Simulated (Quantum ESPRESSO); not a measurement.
# Relaxation of cell and atoms of SnO (part 1 of 2)

System: SnO (P4/nmm, 4 atoms in the cell).
Method: Kohn-Sham DFT of a periodic cell, PBEsol, GBRV 1.5 PBEsol, no spin polarisation (Quantum ESPRESSO 7.5).

The structure derives from a Materials Project entry.

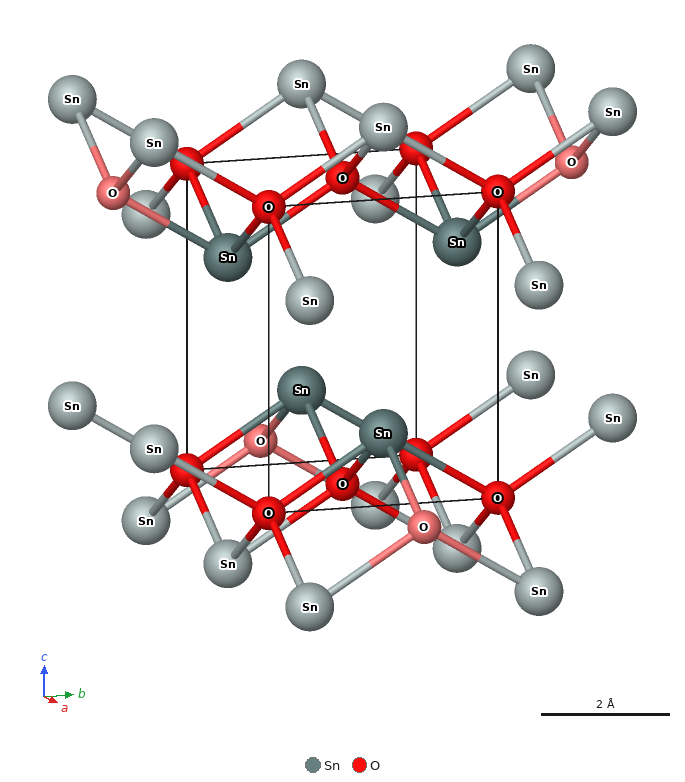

Figure 1. The input geometry (ball-and-stick view of the cell of the calculation, seen slightly off an axis; neighbours outside the cell are drawn fainter). An atom can appear more than once, as a periodic image. Near neighbours in the periodic cell (some may lie outside the picture): Sn has 4 O at 2.23 Å; O has 4 Sn at 2.23 Å.

## Input file
```
&CONTROL
  calculation = 'vc-relax'
  prefix = 'pwscf'
  outdir = './tmp'
  pseudo_dir = './pseudo'
  tprnfor = .true.
  tstress = .true.
  disk_io = 'low'
  nstep = 40
  forc_conv_thr = 0.0004
  etot_conv_thr = 1d-05
/
&SYSTEM
  ibrav = 0
  nat = 4
  ntyp = 2
  ecutwfc = 78
  ecutrho = 626
  nbnd = 28
  occupations = 'smearing'
  smearing = 'fd'
  degauss = 0.00367493
/
&ELECTRONS
  conv_thr = 8d-10
  electron_maxstep = 120
  mixing_beta = 0.5
/
&IONS
  ion_dynamics = 'bfgs'
/
&CELL
  cell_dynamics = 'bfgs'
  press = 300
  press_conv_thr = 0.3
/
ATOMIC_SPECIES
Sn   118.7100 sn_pbesol_v1.4.uspp.F.UPF
O     15.9990 o_pbesol_v1.2.uspp.F.UPF
CELL_PARAMETERS angstrom
   3.8136952200    0.0000000000    0.0000000000
   0.0000000000    3.8136952200    0.0000000000
   0.0000000000    0.0000000000    4.8869133000
ATOMIC_POSITIONS crystal
Sn     0.5000000000    0.0000000000    0.7646261400
Sn     0.0000000000    0.5000000000    0.2353738600
O      0.0000000000    0.0000000000    0.0000000000
O      0.5000000000    0.5000000000    0.0000000000
K_POINTS automatic
5 5 4 0 0 0
```

Run on 2 threads of Arm Neoverse V2, 24 GiB of memory available, shared host.

Command:
```bash
OMP_NUM_THREADS=1 mpirun -n 2 pw.x -nk 2 -in pw.in > pw.out
```

## The program's output
```
This program is part of the open-source Quantum ESPRESSO suite
     for quantum simulation of materials; please cite
         "P. Giannozzi et al., J. Phys.:Condens. Matter 21 395502 (2009);
         "P. Giannozzi et al., J. Phys.:Condens. Matter 29 465901 (2017);
         "P. Giannozzi et al., J. Chem. Phys. 152 154105 (2020);
          URL
     in publications or presentations arising from this work. More details at

     Message from routine setup:
     using ibrav=0 with symmetry is DISCOURAGED, use correct ibrav instead

     K-points division:     npool     =       2
     Subspace diagonalization in iterative solution of the eigenvalue problem:
     a serial algorithm will be used

     G-vector sticks info
     --------------------
     sticks:   dense  smooth     PW     G-vecs:    dense   smooth      PW
     Sum        2593    1305    373               126881    44595    6807

     Using Slab Decomposition

     bravais-lattice index     =            0
     lattice parameter (alat)  =       7.2068  a.u.
     unit-cell volume          =     479.6486 (a.u.)^3
     number of atoms/cell      =            4
     number of atomic types    =            2
     number of electrons       =        40.00
     number of Kohn-Sham states=           28
     kinetic-energy cutoff     =      78.0000  Ry
     charge density cutoff     =     626.0000  Ry
     scf convergence threshold =      8.0E-10
     mixing beta               =       0.5000
     number of iterations used =            8  plain     mixing
     energy convergence thresh.=      1.0E-05
     force convergence thresh. =      4.0E-04
     press convergence thresh. =      3.0E-01
     Exchange-correlation= SLA  PW   PSX  PSC
                           (   1   4  10   8   0   0   0)
     nstep                     =           40

     celldm(1)=   7.206839  celldm(2)=   0.000000  celldm(3)=   0.000000
     celldm(4)=   0.000000  celldm(5)=   0.000000  celldm(6)=   0.000000

     crystal axes: (cart. coord. in units of alat)
               a(1) = (   1.000000   0.000000   0.000000 )
               a(2) = (   0.000000   1.000000   0.000000 )
               a(3) = (   0.000000   0.000000   1.281412 )

     reciprocal axes: (cart. coord. in units 2 pi/alat)
               b(1) = (  1.000000  0.000000  0.000000 )
               b(2) = (  0.000000  1.000000  0.000000 )
               b(3) = (  0.000000  0.000000  0.780389 )

     PseudoPot. # 1 for Sn read from file:
     sn_pbesol_v1.4.uspp.F.UPF
     Pseudo is Ultrasoft + core correction, Zval = 14.0
     Generated by new atomic code, or converted to UPF format
     Using radial grid of  891 points,  6 beta functions with:
                l(1) =   0
                l(2) =   0
                l(3) =   1
                l(4) =   1
                l(5) =   2
                l(6) =   2
     Q(r) pseudized with  8 coefficients,  rinner =    1.350   1.350   1.350
                                                       1.350   1.350

     PseudoPot. # 2 for O  read from file:
     o_pbesol_v1.2.uspp.F.UPF
     Pseudo is Ultrasoft + core correction, Zval =  6.0
     Generated by new atomic code, or converted to UPF format
     Using radial grid of  737 points,  5 beta functions with:
                l(1) =   0
                l(2) =   0
                l(3) =   1
                l(4) =   1
                l(5) =   2
     Q(r) pseudized with  8 coefficients,  rinner =    0.900   0.900   0.900
                                                       0.900   0.900

     atomic species   valence    mass     pseudopotential
     Sn               14.00   118.71000     Sn( 1.00)
     O                 6.00    15.99900     O ( 1.00)

     16 Sym. Ops., with inversion, found ( 8 have fractional translation)

   Cartesian axes

     site n.     atom                  positions (alat units)
         1        Sn     tau(   1) = (   0.5000000   0.0000000   0.9798008  )
         2        Sn     tau(   2) = (   0.0000000   0.5000000   0.3016108  )
         3        O      tau(   3) = (   0.0000000   0.0000000   0.0000000  )
         4        O      tau(   4) = (   0.5000000   0.5000000   0.0000000  )

     number of k points=    18  Fermi-Dirac smearing, width (Ry)=  0.0037
                       cart. coord. in units 2pi/alat
        k(    1) = (   0.0000000   0.0000000   0.0000000), wk =   0.0200000
        k(    2) = (   0.0000000   0.0000000   0.1950973), wk =   0.0400000
        k(    3) = (   0.0000000   0.0000000  -0.3901947), wk =   0.0200000
        k(    4) = (   0.0000000   0.2000000   0.0000000), wk =   0.0800000
        k(    5) = (   0.0000000   0.2000000   0.1950973), wk =   0.1600000
        k(    6) = (   0.0000000   0.2000000  -0.3901947), wk =   0.0800000
        k(    7) = (   0.0000000   0.4000000   0.0000000), wk =   0.0800000
        k(    8) = (   0.0000000   0.4000000   0.1950973), wk =   0.1600000
        k(    9) = (   0.0000000   0.4000000  -0.3901947), wk =   0.0800000
        k(   10) = (   0.2000000   0.2000000   0.0000000), wk =   0.0800000
        k(   11) = (   0.2000000   0.2000000   0.1950973), wk =   0.1600000
        k(   12) = (   0.2000000   0.2000000  -0.3901947), wk =   0.0800000
        k(   13) = (   0.2000000   0.4000000   0.0000000), wk =   0.1600000
        k(   14) = (   0.2000000   0.4000000   0.1950973), wk =   0.3200000
        k(   15) = (   0.2000000   0.4000000  -0.3901947), wk =   0.1600000
        k(   16) = (   0.4000000   0.4000000   0.0000000), wk =   0.0800000
        k(   17) = (   0.4000000   0.4000000   0.1950973), wk =   0.1600000
        k(   18) = (   0.4000000   0.4000000  -0.3901947), wk =   0.0800000

     Dense  grid:   126881 G-vectors     FFT dimensions: (  60,  60,  75)

     Smooth grid:    44595 G-vectors     FFT dimensions: (  48,  48,  54)

     Initial potential from superposition of free atoms

     starting charge      37.9999, renormalised to      40.0000
     Starting wfcs are   26 randomized atomic wfcs +    2 random wfcs

     Self-consistent Calculation

     iteration #  1     ecut=    78.00 Ry     beta= 0.50
     Davidson diagonalization with overlap
     ethr =  1.00E-02,  avg # of iterations =  6.3

     total energy              =    -382.08597040 Ry
     estimated scf accuracy    <       1.33122778 Ry

     iteration #  2     ecut=    78.00 Ry     beta= 0.50
     Davidson diagonalization with overlap
     ethr =  3.33E-03,  avg # of iterations =  2.1

     total energy              =    -382.33687573 Ry
     estimated scf accuracy    <       0.18291331 Ry

     iteration #  3     ecut=    78.00 Ry     beta= 0.50
     Davidson diagonalization with overlap
     ethr =  4.57E-04,  avg # of iterations =  2.3

     total energy              =    -382.38141349 Ry
     estimated scf accuracy    <       0.07458327 Ry

     iteration #  4     ecut=    78.00 Ry     beta= 0.50
     Davidson diagonalization with overlap
     ethr =  1.86E-04,  avg # of iterations =  1.7

     total energy              =    -382.39312392 Ry
     estimated scf accuracy    <       0.00217798 Ry

     iteration #  5     ecut=    78.00 Ry     beta= 0.50
     Davidson diagonalization with overlap
     ethr =  5.44E-06,  avg # of iterations =  4.6

     total energy              =    -382.39367788 Ry
     estimated scf accuracy    <       0.00019327 Ry

     iteration #  6     ecut=    78.00 Ry     beta= 0.50
     Davidson diagonalization with overlap
     ethr =  4.83E-07,  avg # of iterations =  3.1

     total energy              =    -382.39373647 Ry
     estimated scf accuracy    <       0.00001179 Ry

     iteration #  7     ecut=    78.00 Ry     beta= 0.50
     Davidson diagonalization with overlap
     ethr =  2.95E-08,  avg # of iterations =  3.6

     total energy              =    -382.39374200 Ry
     estimated scf accuracy    <       0.00000421 Ry

     iteration #  8     ecut=    78.00 Ry     beta= 0.50
     Davidson diagonalization with overlap
     ethr =  1.05E-08,  avg # of iterations =  2.0

     total energy              =    -382.39374295 Ry
     estimated scf accuracy    <       0.00000012 Ry

     iteration #  9     ecut=    78.00 Ry     beta= 0.50
     Davidson diagonalization with overlap
     ethr =  3.12E-10,  avg # of iterations =  4.6

     total energy              =    -382.39374303 Ry
     estimated scf accuracy    <       0.00000005 Ry

     iteration # 10     ecut=    78.00 Ry     beta= 0.50
     Davidson diagonalization with overlap
     ethr =  1.25E-10,  avg # of iterations =  2.0

     total energy              =    -382.39374303 Ry
     estimated scf accuracy    <          7.2E-09 Ry

[... 70 further cycles ...]
     iteration #  3     ecut=    78.00 Ry     beta= 0.50
     Davidson diagonalization with overlap
     ethr =  5.00E-04,  avg # of iterations =  2.0

     total energy              =    -382.30692568 Ry
     estimated scf accuracy    <       0.03135226 Ry

     iteration #  4     ecut=    78.00 Ry     beta= 0.50
     Davidson diagonalization with overlap
     ethr =  7.84E-05,  avg # of iterations =  1.9

     total energy              =    -382.31165640 Ry
     estimated scf accuracy    <       0.00190069 Ry

     iteration #  5     ecut=    78.00 Ry     beta= 0.50
     Davidson diagonalization with overlap
     ethr =  4.75E-06,  avg # of iterations =  4.6

     total energy              =    -382.31218602 Ry
     estimated scf accuracy    <       0.00011587 Ry

     iteration #  6     ecut=    78.00 Ry     beta= 0.50
     Davidson diagonalization with overlap
     ethr =  2.90E-07,  avg # of iterations =  3.1

     total energy              =    -382.31222844 Ry
     estimated scf accuracy    <       0.00001530 Ry

     iteration #  7     ecut=    78.00 Ry     beta= 0.50
     Davidson diagonalization with overlap
     ethr =  3.82E-08,  avg # of iterations =  2.2

     total energy              =    -382.31223236 Ry
     estimated scf accuracy    <       0.00000109 Ry

     iteration #  8     ecut=    78.00 Ry     beta= 0.50
     Davidson diagonalization with overlap
     ethr =  2.73E-09,  avg # of iterations =  2.7

     total energy              =    -382.31223273 Ry
     estimated scf accuracy    <       0.00000029 Ry

     iteration #  9     ecut=    78.00 Ry     beta= 0.50
     Davidson diagonalization with overlap
     ethr =  7.23E-10,  avg # of iterations =  1.8

     total energy              =    -382.31223275 Ry
     estimated scf accuracy    <       0.00000004 Ry

     iteration # 10     ecut=    78.00 Ry     beta= 0.50
     Davidson diagonalization with overlap
     ethr =  8.76E-11,  avg # of iterations =  2.9

     total energy              =    -382.31223276 Ry
     estimated scf accuracy    <          2.4E-10 Ry

     iteration # 11     ecut=    78.00 Ry     beta= 0.50
     Davidson diagonalization with overlap
     ethr =  5.89E-13,  avg # of iterations =  5.1
```
